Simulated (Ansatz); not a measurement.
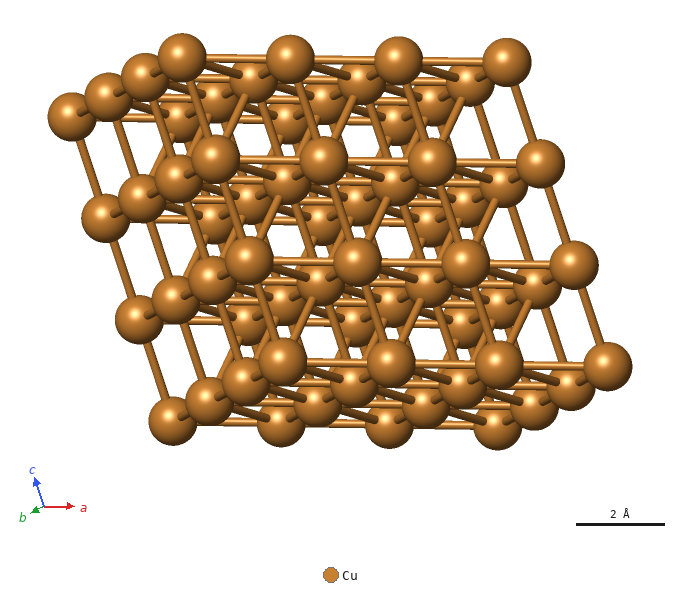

Figure 1. The structure as given in the input (ball-and-stick view of the cell of the calculation, repeated 3 × 3 × 3, seen at an oblique angle).

# Single-point calculation of Cu

Cu (Fmmm, 1 atom in the cell), computed with DFT, PBE, plane waves, PAW, no spin polarisation (Ansatz 0.2.0).

The structure derives from a Materials Project entry. Some settings of this run were made unusual or wrong on purpose.

### The input
```yaml
crystal:
  lattice:
    - [-1.4533972895, 1.4533972895, 1.3795566845]
    - [1.4533972895, -1.4533972895, 1.3795566845]
    - [1.4976631967, 1.4976631967, -1.3795566845]
  atoms:
    - { symbol: Cu, position: [0.0, 0.0, 0.0] }
basis:
  ecutwfc: 420
kpoints:
  mp_grid: { grid: [30, 30, 30] }
hamiltonian:
  xc: pbe
scf:
  occupations: { method: fermi_dirac, width: 2.0 }
  max_iter: 80
output:
  forces: true
  eigenvalues: true
  stress: true
```

Hardware: 1 thread of Intel Xeon (Sapphire Rapids), 64 GiB of memory available, shared host.

Command:
```bash
ansatz run input.yaml --threads 1 --pin off --max-ram 2560MiB --backend cpu --events-out ev --progress --plain --runs-dir out
```

### Log
```
band count auto-derived: 20 (N_el = 19.0; filled up to band 10; 14 by the electrons, moments and atoms)
Engine: ansatz 0.2.0, x86_64-unknown-linux-gnu
Pseudopotentials: kind: paw
Pseudopotential: Cu, paw, valence charge 19, recommended cutoff 420 eV (normal), Cu.paw.azcp
Functional definition: PBE
  parameter kappa = 0.804
  parameter beta = 0.06672455060314922
  exchange = pbe_x(kappa = kappa, mu = beta*pi^2/3)
  correlation = pbe_c(beta = beta)
Crystal: 1 atoms, lattice volume = 12.012 Å³
Basis set: ecut = 420 eV, 233 PW (Γ), exchange–correlation on 36×36×36 points (8 copies of the dense FFT grid, shifted against one another)
Bands: 20, of which v1, the nominal top of the filled ones, is band 10 counted from 1 (9 counted from 0)
Symmetry: 8 space group operations
Space group: Fmmm (ITA 69), of the structure as read, at distance tolerance 2.3e-5 Å
k-points: 3736 of 27000
Non-local potential: Cu, projectors of the file, l = 0: 3, l = 1: 2, l = 2: 3, l = 3: 1
PAW form: soft (Blöchl's): semilocal exchange-correlation on the pseudo side does not see the compensation charge
PAW one-centre angular grid: Cu, 590 points (default); XC on 64 Gauss nodes
Initial density: superposition of atomic densities (neutral atoms: chi_scale 0, normalization atom), corrected by the library's trained network
Initial wavefunctions: pseudopotential atomic-orbital guess
Functional: x = pbe(κ = 0.804, μ = 0.2195149727645171), c = pbe(β = 0.06672455060314922)
SCF iter   1: F=—  HF=-6628.981292 eV  |F-HF|=—  |Δ(HF+E_count)|=         —  Δρ=1.17e-1  dr2=1.00e0  ethr=1.77e-3  ⟨swp⟩=4.6  Hψ=322423  notcnv=0
preconditioner: auto → none  [metal: Δε(μ)=0.023 eV  Ē_g=30.117 eV  σ=2.000 eV  W_gap=0.00  n_scr=0 (ndim 8)  ℏωp=35.5 eV  f_vac=0.000  D(μ)=0.55/eV (n_scr^D=0)]
SCF iter   2: F=—  HF=-6628.795045 eV  |F-HF|=—  |Δ(HF+E_count)|=   1.86e-1  Δρ=2.40e-2  dr2=4.89e-2  ethr=1.77e-3  ⟨swp⟩=1.0  Hψ=104608  notcnv=0
SCF iter   3: F=—  HF=-6628.791117 eV  |F-HF|=—  |Δ(HF+E_count)|=   3.93e-3  Δρ=7.88e-3  dr2=4.86e-3  ethr=2.57e-4  ⟨swp⟩=1.0  Hψ=82208  notcnv=0
SCF iter   4: F=—  HF=-6628.791000 eV  |F-HF|=—  |Δ(HF+E_count)|=   1.17e-4  Δρ=1.87e-4  dr2=5.66e-7  ethr=2.56e-5  ⟨swp⟩=1.0  Hψ=74720  notcnv=0
SCF iter   5: F=—  HF=-6628.791007 eV  |F-HF|=—  |Δ(HF+E_count)|=   7.10e-6  Δρ=2.60e-5  dr2=6.59e-8  ethr=2.98e-9  ⟨swp⟩=2.0  Hψ=124399  notcnv=0
SCF iter   6: F=-6628.791007 eV  HF=-6628.791007 eV  |F-HF|=1.09e-10  |Δ(HF+E_count)|=   1.64e-8  Δρ=1.35e-6  dr2=1.01e-10  ethr=3.47e-10  ⟨swp⟩=3.9  Hψ=293813  notcnv=0
SCF 1 converged in 6 iterations: F = -6628.791007 eV  dr2 = 1.01e-10
  greatest PAW one-centre occupation: 1.000 electrons in one spin orbital (limit 2), on the Cu atom at site 0 (counted from 0), in its partial waves of l = 0
SCF converged after 6 iterations
Free energy (F): -6628.791007 eV
Harris-Foulkes:  -6628.791007 eV  (|F-HF|=1.09e-10)
Internal energy: -6621.297179 eV  (E = F + TS)
E sigma→0 (E₀):  -6625.044093 eV
Entropy (-TS):   -7.493828 eV (-7493.828 meV/atom)
Fermi energy:    18.241861 eV
--- Per-component energies (eV) ---
  E_band       = -380.202567
  E_kinetic    = 297.867574
  E_local      = -4045.979723  (includes V_loc(G=0)·N_el)
  E_nonlocal   = 376.856777
  E_hartree    = 1767.009114
  E_xc         = -90.258756
  E_vxc        = -116.504808  (∫ρ·V_xc dr)
  E_paw        = -1649.368106  (= ΣΔE_a)
  E_vpaw       = -426.460329  (= ΣTr[D̂ρ^β])
  E_aug_tail   = 0.000287  (compensation charges beyond the density's cutoff)
  E_ewald      = -3277.424345
  E_smearing   = -7.493828  (= −TS)
  E_closure    = 0.000000  (closes the sum)
  Σ components = -6628.791007   (vs F -6628.791007, Δ=0.00e0)
--- Forces (eV/Å), atoms counted from 1 ---
  atom   1  Cu    -0.00000000     0.00000000     0.00000000
  max |Σ_I F_I| component: 3.08e-33 eV/Å
--- Stress (GPa, compression-positive) ---
       39.191220      -3.116130       0.000000
       -3.116130      39.191220       0.000000
        0.000000       0.000000      38.362638
  P = ⅓ Tr σ = 38.9150 GPa (389.150 kbar)
--- Band table (eV; the first three rows and the last of 3736) ---
  k-point 0: bands = ["-97.3641", "-54.6352", "-54.6349", "-54.6336", "7.0923", "12.2629", "12.4261", "12.6028", "13.2211", "13.4678", "39.7169", "41.2262", "42.4766", "43.3474", "43.7753", "44.1228", "44.9351", "45.0284", "45.7490", "46.3212"]
  k-point 1: bands = ["-97.3639", "-54.6362", "-54.6348", "-54.6339", "7.1315", "12.2633", "12.4206", "12.6161", "13.2156", "13.4672", "38.9375", "41.2018", "42.3429", "43.3562", "43.6772", "44.3559", "44.4218", "45.1127", "46.3284", "46.5286"]
  k-point 2: bands = ["-97.3636", "-54.6391", "-54.6348", "-54.6348", "7.2485", "12.2642", "12.4046", "12.6558", "13.2002", "13.4653", "37.4028", "41.0611", "42.0080", "43.0620", "43.0908", "43.3213", "45.4095", "46.0719", "47.0839", "47.4105"]
  k-point 3735: bands = ["-97.3404", "-54.7260", "-54.7031", "-54.7003", "11.0861", "11.1239", "13.7906", "13.9128", "13.9156", "23.4880", "23.7001", "26.1263", "28.9531", "29.5223", "32.4657", "55.0021", "59.9557", "61.2883", "61.6370", "61.9139"]
```

### Outcome

| quantity | value |
| --- | --- |
| outcome | converged |
| space group (tolerance 0.01 Å) | Fmmm (69) |
| electrons treated | 19 |
| free energy | −6628.7910 eV |
| Fermi energy | 18.242 eV |
| gap on the k-point mesh | none (metallic) |
| pressure | 38.92 GPa |
| largest force (length of the vector) | under 0.001 eV/Å |
| wall time | 30 s |
| peak memory | 1.2 GiB |

### Diagnosis

The input was spoiled on purpose: a smearing of electronvolts (`scf.occupations`). So wide a smearing fills empty bands and washes out gaps and moments. The program still converged, but the numbers can't be taken as results for the intended system.
